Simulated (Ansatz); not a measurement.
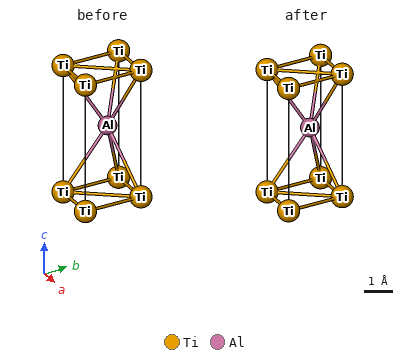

The structure of crystalline TiAl (set up in P-6m2) before (left) and after (right) a relaxation, at one scale.

A ball-and-stick model of the cell of the calculation, seen slightly off an axis.

The run lets cell and atoms move.

All numbers below come from Kohn-Sham DFT of a periodic cell, PBEsol, Ansatz PAW (Ansatz 0.2.0).

Input
```yaml
crystal:
  lattice:
    - [2.8672622327, 0.0, 0.0]
    - [-1.4336311163, 2.4831219328, 0.0]
    - [0.0, 0.0, 4.678083]
  atoms:
    - { symbol: Ti, position: [0.0, 0.0, 0.0] }
    - { symbol: Al, position: [0.3333333333, 0.6666666667, 0.5] }
hamiltonian:
  xc: pbesol
  pseudopotentials: { kind: paw }
kpoints:
  mp_grid: { grid: [11, 11, 6] }
scf:
  occupations: { method: fermi_dirac, width: 0.05 }
output:
  forces: true
  stress: true
  eigenvalues: true
  write_density: true
  write_potential: true
  elf: true
  volumetric_format: npy
relax:
  f_tol: 0.01
  max_steps: 40
  cell: { stress_tol: 0.05, p_target: 10.0 }
```

Command:
```bash
ansatz run input.yaml --threads 2 --pin off --max-ram 5632MiB --backend cpu --events-out ev --progress --plain --runs-dir out
```

**What changed between the two?**

The energy rises by 31.7 meV per atom in 4 accepted moves (5 points after the start). With the target pressure of 10 GPa, the enthalpy E + pV changes by −71.5 meV per atom. All forces vanish by symmetry, so only the cell relaxes. The pressure goes from −2.84 to 9.98 GPa. At 1 point the geometry stayed and the basis and grid were re-selected for the new cell (energy shift of 0.2 meV per atom at most each time). The atoms keep their places relative to the cell (all moves are under 0.005 Å). The drawn cell changes as follows: a = b 2.867 → 2.766 Å (−3.5 %), c 4.678 → 4.529 Å (−3.2 %); the volume changes by −9.9 %. Near-neighbour distances that change, for instance: Al–Al 2.867 → 2.766 Å, Ti–Ti 2.867 → 2.766 Å, Al–Ti 2.866 → 2.771 Å. The space group stays P-6m2 (No. 187).
